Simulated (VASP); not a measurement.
```
Cd Se
1.0
     5.74792    0.00000    0.00000
     0.00000    5.74792    0.00000
     0.00000    0.00000    5.74792
Cd Se
4 4
Cartesian
  0.0000 0.0000 0.0000
  2.8740 2.8740 0.0000
  2.8740 0.0000 2.8740
  0.0000 2.8740 2.8740
  2.8740 0.0000 0.0000
  0.0000 2.8740 0.0000
  0.0000 0.0000 2.8740
  2.8740 2.8740 2.8740
```

Space group Fm-3m; a structure from a database of computed crystals, not necessarily the ambient phase; computed pressure about −5 GPa in this cell.

Method: Kohn-Sham DFT of a periodic cell, LDA, VASP PAW LDA potentials, recommended in VASP 6.6.1.

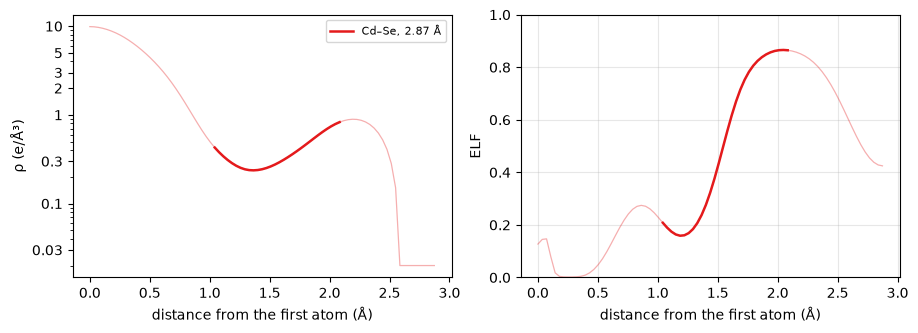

CdSe. Valence pseudo-density and ELF along straight lines between neighbouring atoms. Thin, pale parts lie inside the atomic spheres.

Core electrons are frozen (PAW), and the valence fields are smoothed inside the atomic spheres.

Question: What can be read from the curves?

Answer: Cd–Se (2.87 Å): ρ at the midpoint is about 0.24 e/Å³; the ELF is about 0.30 at the midpoint and 0.15 at its lowest between the atoms.
